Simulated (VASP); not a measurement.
# BAs: dielectric calculation

System: BAs (2 atoms in the cell).
Method: Kohn-Sham DFT of a periodic cell, PBE, VASP PAW PBE potentials, recommended, no spin polarisation (VASP 6.6.1).

The structure derives from an entry of the Crystallography Open Database. It belongs to a series of runs on one base structure; here: grid = ENCUT=400 k=14x14x14 EDIFF=1e-08 PREC=Accurate LREAL=False SIGMA=0.01.

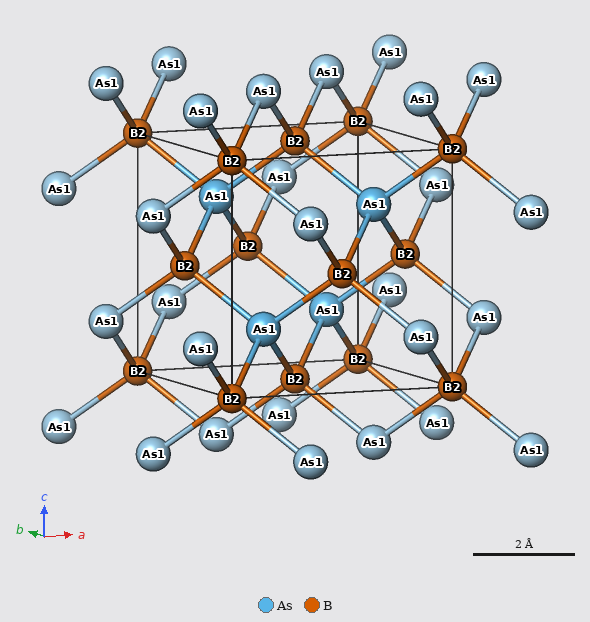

Figure 1. The structure (ball-and-stick view of the cell 4 times as large as that of the calculation, set on its symmetry axes, seen slightly off an axis; neighbours outside the cell are drawn fainter; atoms are numbered from 1 in the order of the input). Near neighbours in the crystal (not all of them lie inside the picture): As has 4 B at 2.07 Å; B has 4 As at 2.07 Å.

**Results in brief**

```json
{"quantity": "outcome", "value": "converged"}
{"quantity": "space group (tolerance 0.01 Å)", "value": "F-43m (216)"}
{"quantity": "electrons treated", "value": "8"}
{"quantity": "Fermi energy of the self-consistent step", "value": "6.176 eV"}
{"quantity": "gap on the k-point mesh", "value": "1.20 eV"}
{"quantity": "ε∞ (xx, yy, zz)", "value": "9.77, 9.77, 9.77"}
{"quantity": "hardware", "value": "1 thread of Intel Xeon (Granite Rapids), 64 GiB of memory available, shared host"}
{"quantity": "wall time", "value": "83 s"}
{"quantity": "peak memory", "value": "0.3 GiB"}
```

**Remarks**

Settings chosen away from the usual ones: grid = ENCUT=400 k=14x14x14 EDIFF=1e-08 PREC=Accurate LREAL=False SIGMA=0.01. The settings depart from the standard set-up of this series, which can bear on the numbers.

**INCAR**
```
SYSTEM = BAs
ALGO = Normal ; EDIFF = 1E-8
ENCUT = 400 ; GGA = PE
ISIF = 2 ; ISMEAR = 0
LASPH = .True. ; LCHARG = .False.
LEPSILON = .True. ; LREAL = .False.
LWAVE = .False. ; NELM = 100
PREC = Accurate ; SIGMA = 0.01
```

**KPOINTS**
```
k-points
0
Gamma
  14 14 14
  0 0 0
```

**POSCAR**
```
BAs
1.0
    0.0000000000      2.3885000000      2.3885000000
    2.3885000000      0.0000000000      2.3885000000
    2.3885000000      2.3885000000      0.0000000000
As B
1 1
Direct
    0.7500000000      0.7500000000      0.7500000000
    0.0000000000      0.0000000000      0.0000000000
```

Launch command:
```bash
cat potpaw_PBE.64/As/POTCAR potpaw_PBE.64/B/POTCAR > POTCAR
mpirun -np 1 vasp_std > vasp.out
```

**OSZICAR**
```
N       E                     dE             d eps       ncg     rms          rms(c)
DAV:   1     0.905256860821E+01    0.90526E+01   -0.33632E+03  1664   0.711E+02
DAV:   2    -0.117934739767E+02   -0.20846E+02   -0.20201E+02  2576   0.964E+01
DAV:   3    -0.120447503311E+02   -0.25128E+00   -0.25128E+00  1808   0.141E+01
DAV:   4    -0.120451248302E+02   -0.37450E-03   -0.37450E-03  2568   0.591E-01
DAV:   5    -0.120451249421E+02   -0.11187E-06   -0.11187E-06  1824   0.639E-03    0.494E+00
DAV:   6    -0.114724267089E+02    0.57270E+00   -0.18424E+00  1704   0.697E+00    0.245E+00
DAV:   7    -0.114127524853E+02    0.59674E-01   -0.20735E-01  2368   0.273E+00    0.953E-01
DAV:   8    -0.114057211521E+02    0.70313E-02   -0.21722E-02  1792   0.102E+00    0.119E-01
DAV:   9    -0.114060511214E+02   -0.32997E-03   -0.59923E-04  2176   0.199E-01    0.674E-02
DAV:  10    -0.114062345877E+02   -0.18347E-03   -0.29226E-04  2000   0.126E-01    0.163E-02
[... 80 further cycles ...]
RMM:   1    -0.666625027096E+00   -0.66663E+00   -0.30136E+00 14475   0.374E+00
RMM:   2    -0.682126869766E+00   -0.15502E-01   -0.11342E-02 11012   0.532E-01    0.125E+00
RMM:   3    -0.674341985489E+00    0.77849E-02   -0.72536E-03 11192   0.591E-01    0.737E-01
RMM:   4    -0.707485990217E+00   -0.33144E-01   -0.10300E-02 10927   0.739E-01    0.839E-02
RMM:   5    -0.713147105718E+00   -0.56611E-02   -0.22574E-04 11251   0.118E-01    0.114E-02
RMM:   6    -0.713479411765E+00   -0.33231E-03   -0.40807E-06 11561   0.173E-02    0.566E-03
RMM:   7    -0.713708199720E+00   -0.22879E-03   -0.21592E-06 11297   0.132E-02    0.493E-04
RMM:   8    -0.713721100153E+00   -0.12900E-04   -0.31218E-08 11970   0.982E-04    0.209E-04
RMM:   9    -0.713718003390E+00    0.30968E-05   -0.72175E-09 11340   0.469E-04    0.361E-05
RMM:  10    -0.713718094289E+00   -0.90898E-07   -0.65392E-09 10084   0.116E-04    0.674E-06
```

**Parts of OUTCAR**
```
SYSTEM = BAs
   EDIFF = 1E-8
   ENCUT = 400
   GGA = PE
   ISIF = 2
   ISMEAR = 0
   LASPH = .True.
   LEPSILON = .True.
   LREAL = .False.
   NELM = 100
   PREC = Accurate

 Found    104 irreducible k-points:

 Following reciprocal coordinates:
            Coordinates               Weight
  0.000000  0.000000  0.000000      1.000000
  0.071429  0.000000  0.000000      8.000000
  0.142857  0.000000  0.000000      8.000000
  0.214286  0.000000  0.000000      8.000000
  0.285714  0.000000  0.000000      8.000000
  0.357143  0.000000  0.000000      8.000000
   k-points           NKPTS =    104   k-points in BZ     NKDIM =    104   number of bands    NBANDS=      8
   number of dos      NEDOS =    301   number of ions     NIONS =      2
   total plane-waves  NPLWV =  13824
   dimension x,y,z NGX =    24 NGY =   24 NGZ =   24
   dimension x,y,z NGXF=    48 NGYF=   48 NGZF=   48
   ions per type =               1   1
   NGX,Y,Z   is equivalent  to a cutoff of  11.81, 11.81, 11.81 a.u.
   NGXF,Y,Z  is equivalent  to a cutoff of  23.62, 23.62, 23.62 a.u.
 SYSTEM =  BAs
   PREC   = accura    normal or accurate (medium, high low for compatibility)
   ISTART =      0    job   : 0-new  1-cont  2-samecut
   ICHARG =      2    charge: 1-file 2-atom 10-const
   ISPIN  =      1    spin polarized calculation?
   LNONCOLLINEAR =      F non collinear calculations
   LSORBIT =      F    spin-orbit coupling
   LASPH  =      T    aspherical Exc in radial PAW
   ENCUT  =  400.0 eV  29.40 Ry    5.42 a.u.   5.51  5.51  5.51*2*pi/ulx,y,z
   NELM   =    100;   NELMIN=  2; NELMDL= -5     # of ELM steps
   EDIFF  = 0.1E-07   stopping-criterion for ELM
   LREAL  =      F    real-space projection
   EDIFFG = 0.1E-06   stopping-criterion for IOM
   NSW    =      0    number of steps for IOM
   IBRION =     -1    ionic relax: 0-MD 1-quasi-New 2-CG
   NFREE  =      0    steps in history (QN), initial steepest desc. (CG)
   ISIF   =      2    stress and relaxation
   ISYM   =      2    0-nonsym 1-usesym 2-fastsym
   POTIM  = 0.5000    time-step for ionic-motion
   TEBEG  =    0.0;   TEEND  =   0.0 temperature during run
   PSTRESS=    0.0 pullay stress
   NELECT =       8.0000    total number of electrons
   NUPDOWN=      -1.0000    fix difference up-down
   EMIN   =  10.00;   EMAX   =-10.00  energy-range for DOS
   EFERMI =   0.00;   METHOD = LEGACY
   ISMEAR =     0;   SIGMA  =   0.01  broadening in eV -4-tet -1-fermi 0-gaus
   EFERMI_NEDOS =   21; number of points for ismear=-14 and -15
   IALGO  =     38    algorithm
   IMIX   =      4    mixing-type and parameters
     AMIX     =   0.40;   BMIX     =  1.00
     AMIX_MAG =   1.60;   BMIX_MAG =  1.00
  volume/ion in A,a.u.               =      13.63        91.95
  Fermi-wavevector in a.u.,A,eV,Ry     =   1.088018  2.056057 16.106360  1.183784
  Thomas-Fermi vector in A             =   2.224191
   LORBIT       =      0    0 simple, 1 ext, 2 COOP (PROOUT), +10 PAW based schemes
   GGA     = PE    functional components
   LHFCALC =     F    Hartree Fock is set to
   AEXX    =    0.0000 exact exchange contribution
   IVDW    =     0    specifies the selected vdW correction
   LEPSILON=     T    determine dielectric tensor
   LRPA    =     F    only Hartree local field effects (RPA)
 non-spin polarized calculation
 Gauss-broadening in eV      SIGMA  =   0.01
  energy-cutoff  :      400.00
  volume of cell :       27.25
 maximum number of plane-waves:       531
 NGX is ok and might be reduce to    24
   NGX = 11   NGY = 11   NGZ = 11

--------------------------------------- Ionic step        1  -------------------------------------------

 number of electron       7.9999999 magnetization

 E-fermi :   6.1764     XC(G=0): -10.5844     alpha+bet :-12.1666

 val. band max:        6.1261590017   @ k =   0.0000   0.0000   0.0000
 cond. band min:       7.3230957146   @ k =   0.4286   0.4286   0.0000
 fundamental gap:      1.1969367129
 Fermi energy:         6.1763707071

 k-point     1 :       0.0000    0.0000    0.0000
  band No.  band energies     occupation
      1      -9.2751      2.00000
      2       6.1262      2.00000
      3       6.1262      2.00000
      4       6.1262      2.00000
      5       9.4027      0.00000
      6       9.4027      0.00000
      7       9.4027      0.00000
      8      10.8132      0.00000

 k-point     2 :       0.0714    0.0000    0.0000
  band No.  band energies     occupation
      1      -9.1912      2.00000
      2       5.3251      2.00000
      3       5.9609      2.00000
      4       5.9609      2.00000
      5       9.5417      0.00000
      6       9.6198      0.00000
      7       9.6198      0.00000
      8      11.2795      0.00000

 k-point     3 :       0.1429    0.0000    0.0000
  band No.  band energies     occupation
      1      -8.9414      2.00000
      2       3.7396      2.00000
      3       5.5847      2.00000
      4       5.5847      2.00000
      5       9.4858      0.00000
      6      10.1131      0.00000
      7      10.1131      0.00000
      8      12.3820      0.00000

 k-point     4 :       0.2143    0.0000    0.0000
  band No.  band energies     occupation
      1      -8.5328      2.00000
      2       2.0243      2.00000
      3       5.1689      2.00000
      4       5.1689      2.00000
      5       9.2939      0.00000
      6      10.6031      0.00000
      7      10.6031      0.00000
      8      13.5256      0.00000

 k-point     5 :       0.2857    0.0000    0.0000
  band No.  band energies     occupation
      1      -7.9826      2.00000
      2       0.3832      2.00000
      3       4.8045      2.00000
      4       4.8045      2.00000
      5       9.0980      0.00000
      6      10.8908      0.00000
      7      10.8908      0.00000
      8      14.4394      0.00000

 k-point     6 :       0.3571    0.0000    0.0000
  band No.  band energies     occupation
      1      -7.3336      2.00000
      2      -1.0731      2.00000
      3       4.5300      2.00000
      4       4.5300      2.00000
      5       8.9449      0.00000
      6      10.9599      0.00000
      7      10.9599      0.00000
      8      14.9081      0.00000

 [... further k-points ...]

  FORCE on cell =-STRESS in cart. coord.  units (eV):
  Direction    XX          YY          ZZ          XY          YZ          ZX
  --------------------------------------------------------------------------------------
  -------------------------------------------------------------------------------------
  Total        0.5831791      0.5831791      0.5831791      0.0000000     -0.0000000     -0.0000000
  in kB       34.2852064     34.2852064     34.2852064      0.0000000     -0.0000000     -0.0000000
  external PRESSURE =      34.2852064 kB  Pullay stress =       0.0000000 kB

 VOLUME and BASIS-vectors are now :
 -----------------------------------------------------------------------------
  energy-cutoff  :      400.00
  volume of cell :       27.25
      direct lattice vectors                 reciprocal lattice vectors
     0.000000000  2.388500000  2.388500000    -0.209336404  0.209336404  0.209336404
     2.388500000  0.000000000  2.388500000     0.209336404 -0.209336404  0.209336404
     2.388500000  2.388500000  0.000000000     0.209336404  0.209336404 -0.209336404

 POSITION                                       TOTAL-FORCE (eV/Angst)
 -----------------------------------------------------------------------------------
      3.58275      3.58275      3.58275         0.000000      0.000000      0.000000
      0.00000      0.00000      0.00000        -0.000000     -0.000000     -0.000000
 -----------------------------------------------------------------------------------
    total drift:                               -0.000000     -0.000000     -0.000000

  FREE ENERGIE OF THE ION-ELECTRON SYSTEM (eV)
  ---------------------------------------------------
  free  energy   TOTEN  =       -11.4062399580 eV

  energy  without entropy=      -11.4062399580  energy(sigma->0) =      -11.40623996

 HEAD OF MICROSCOPIC STATIC DIELECTRIC TENSOR (INDEPENDENT PARTICLE, excluding Hartree and local field effects)
 ------------------------------------------------------
          10.059700     0.000000     0.000000
           0.000000    10.059700     0.000000
          -0.000000    -0.000000    10.059700
 ------------------------------------------------------

 Free energy of the ion-electron system (eV)
  ---------------------------------------------------
  ---------------------------------------------------
  free energy    TOTEN  =        -0.71371823 eV

  energy without entropy =       -0.71371823

------------------------ aborting loop because EDIFF is reached ----------------------------------------

--------------------------------------- Ionic step        2  -------------------------------------------

------------------------ aborting loop because EDIFF is reached ----------------------------------------

--------------------------------------- Ionic step        3  -------------------------------------------

 Free energy of the ion-electron system (eV)
  ---------------------------------------------------
  ---------------------------------------------------
  free energy    TOTEN  =        -0.71371809 eV

  energy without entropy =       -0.71371809

------------------------ aborting loop because EDIFF is reached ----------------------------------------

 PIEZOELECTRIC TENSOR FIELD DIRECTION 3  (e Angst)
 -----------------------------------------------------------------------------
    -0.00056 -0.16294  0.00000           ( -0.00000 -0.09734  0.00000)
    -0.16294 -0.00056  0.00000           ( -0.09734 -0.00000  0.00000)
     0.00000  0.00000  0.00022           (  0.00000  0.00000 -0.00000)

 PIEZOELECTRIC TENSOR FIELD DIRECTION 3  (C/m^2)
 -----------------------------------------------------------------------------
    -0.00033 -0.09579  0.00000
    -0.09579 -0.00033  0.00000
     0.00000  0.00000  0.00013

 MACROSCOPIC STATIC DIELECTRIC TENSOR (including local field effects in DFT)
 ------------------------------------------------------
           9.765145    -0.000000     0.000000
          -0.000000     9.765145    -0.000000
           0.000000    -0.000000     9.765145
 ------------------------------------------------------

 PIEZOELECTRIC TENSOR (including local field effects)  for field in x, y, z        (e  Angst)
          XX          YY          ZZ          XY          YZ          ZX
  --------------------------------------------------------------------------------
  x     0.00000    -0.00000    -0.00000     0.00000    -0.15919     0.00000
  y    -0.00000    -0.00000    -0.00000     0.00000     0.00000    -0.15919
  z    -0.00000    -0.00000     0.00000    -0.15919     0.00000     0.00000

 PIEZOELECTRIC TENSOR (including local field effects)  for field in x, y, z        (C/m^2)
          XX          YY          ZZ          XY          YZ          ZX
  --------------------------------------------------------------------------------
  x     0.00000    -0.00000    -0.00000     0.00000    -0.09359     0.00000
  y    -0.00000    -0.00000    -0.00000     0.00000     0.00000    -0.09359
  z    -0.00000    -0.00000     0.00000    -0.09359     0.00000     0.00000

 BORN EFFECTIVE CHARGES (including local field effects) (in |e|, cummulative output)
 ---------------------------------------------------------------------------------
 ion    1
    1     0.53087     0.00000    -0.00000
    2    -0.00000     0.53087     0.00000
    3     0.00000    -0.00000     0.53087
 ion    2
    1    -0.53087     0.00000     0.00000
    2     0.00000    -0.53087     0.00000
    3     0.00000     0.00000    -0.53087
```

**CONTCAR**
```
BAs
   1.00000000000000
     0.0000000000000000    2.3885000000000001    2.3885000000000001
     2.3885000000000001    0.0000000000000000    2.3885000000000001
     2.3885000000000001    2.3885000000000001    0.0000000000000000
  As              B
     1     1
Direct
     0.7500000000000000    0.7500000000000000    0.7500000000000000
     0.0000000000000000    0.0000000000000000    0.0000000000000000

  0.00000000E+00  0.00000000E+00  0.00000000E+00
  0.00000000E+00  0.00000000E+00  0.00000000E+00
```
